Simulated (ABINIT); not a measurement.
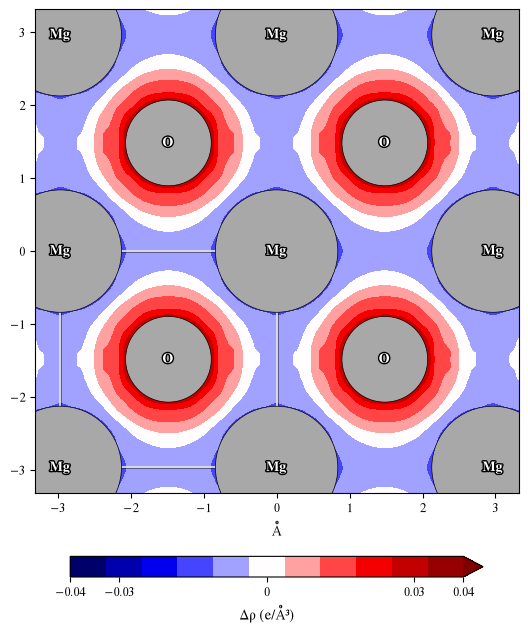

MgO. Difference of the valence pseudo-densities of two functionals at the same geometry, on the (011) plane of the calculation cell: r2SCAN less SOGGA.

Both computed with ABINIT (plane waves, PAW), on the same k-point mesh. Grey discs cover the atomic cores.

Question: Where does the change of functional move the electrons?

Answer: Against SOGGA, r2SCAN gives less density around Mg (−0.007 e/Å³ on average at 1.0 Å from the nucleus) and more density around O (+0.016 e/Å³ on average at 0.7 Å from the nucleus).
